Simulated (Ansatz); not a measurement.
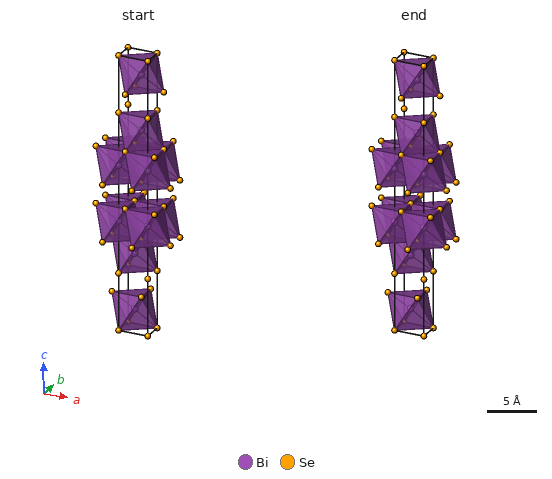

The structure of crystalline Bi2Se3 (a generated structure, set up in R-3m) (coarse preliminary run) before (left) and after (right) a relaxation, at one scale.

A polyhedral model of the conventional cell (3 times the calculation's cell), seen slightly off an axis. Lengths and directions refer to the drawn axes.

All numbers below come from DFT PBE+D3(BJ), scalar-relativistic, plane waves, PAW (Ansatz 0.2.0). Set-up: plane-wave cutoff 420 eV; k-point mesh 6 × 6 × 6; occupations gaussian; smearing width 0.1 eV; no spin polarisation; cell and atoms relaxed; force threshold 0.05 eV/Å; at most 80 steps.

Question: Summarise the run.

Answer: The energy falls by 0.120 eV per cell of the calculation in 2 accepted moves (4 points after the start). The largest force component goes from 0.95 to 0.014 eV/Å. Pressure: −1.72 GPa at the start and −0.03 GPa at the end. The line search rejected the trial step at point 1 of the run. The SCF was repeated once at an unchanged geometry on a basis and grid sized afresh for the cell, which shifted the energy by 0.2 meV per cell of the calculation at most. The largest moves relative to the cell, 0.061 Å, are those of Bi atoms. By element the largest moves are Bi 0.061 Å, Se 0.055 Å. The volume changes by −0.9 %, with a = b 4.133 → 4.150 Å (+0.4 %), c 28.777 → 28.270 Å (−1.8 %). Among the contacts that change: Bi–Se 2.940 → 2.865 Å, Bi–Se 3.044 → 3.069 Å. Bond angles that change, for instance: Se–Bi–Se 89.3° → 92.8°, Bi–Se–Bi 89.3° → 92.8°, Se–Bi–Se 177.4° → 174.6°. The space group stays R-3m (No. 166). Cost: 10 s on 8 threads of Arm Neoverse V2, on a shared host, peak memory 0.72 GiB.
